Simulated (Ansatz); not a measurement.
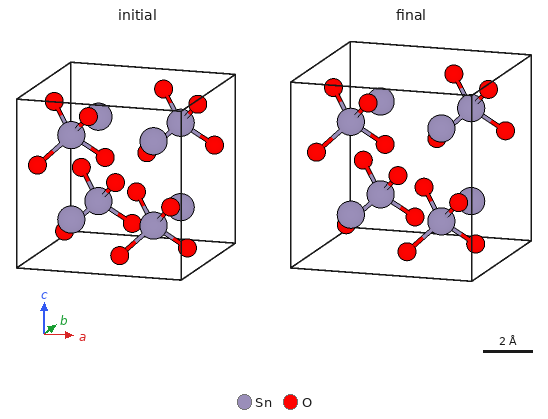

The structure of a crystal of SnO2 (a generated structure, set up in F-43m) (coarse preliminary run) before (left) and after (right) a relaxation, at one scale.

A ball-and-stick model of the conventional cell (4 times the calculation's cell), seen slightly off an axis. Lengths and directions refer to the drawn axes.

Method: Ansatz 0.2.0, DFT PBE, scalar-relativistic, plane waves, PAW.

Input
```yaml
crystal:
  lattice:
    - [0.0, 3.57440823, 3.57440823]
    - [3.57440823, 0.0, 3.57440823]
    - [3.57440823, 3.57440823, 0.0]
  atoms:
    - { symbol: Sn, position: [0.75, 0.75, 0.75] }
    - { symbol: Sn, position: [0.25, 0.25, 0.25] }
    - { symbol: O, position: [0.40480079, 0.40480079, 0.40480079] }
    - { symbol: O, position: [0.40480079, 0.40480079, 0.78559764] }
    - { symbol: O, position: [0.40480079, 0.78559764, 0.40480079] }
    - { symbol: O, position: [0.78559764, 0.40480079, 0.40480079] }
basis:
  ecutwfc: 420
kpoints:
  mp_grid: { grid: [4, 4, 4] }
hamiltonian:
  xc: pbe
scf:
  occupations: { method: gaussian, width: 0.1 }
  lower_state_search: "off"
output:
  forces: true
  stress: true
  eigenvalues: true
relax:
  adjacent_minimum: "off"
  f_tol: 0.04
  max_steps: 70
  cell: { stress_tol: 0.4 }
```

Launched with:
```bash
ansatz run input.yaml --threads 1 --pin off --max-ram 2560MiB --backend cpu --events-out ev --progress --plain --runs-dir out
```

What changed between the two?

The largest moves relative to the cell, 0.17 Å, are those of O3, O4, O5 and O6. O3 goes along [−1 1 −1]. Sn stays in place. The drawn cell changes as follows: a = b = c 7.149 → 7.868 Å (+10.1 %); the volume changes by +33.3 %. Some distances before and after: Sn2–O3 1.917 → 1.944 Å. The space group stays F-43m (No. 216). The energy falls by 448 meV per atom in 6 accepted moves (8 points after the start). The largest force component goes from 2.4 to 0.003 eV/Å. The pressure goes from 25.36 to 0.02 GPa. The SCF was repeated twice at an unchanged geometry on a basis and grid sized afresh for the cell, which shifted the energy by 43.2 meV per atom at most. Cost: 27 s on 1 thread of Arm Neoverse V1 (shared host), peak memory 0.34 GiB.

Limits of the set-up: layers or molecules are held without a dispersion correction, so their spacing is unreliable.
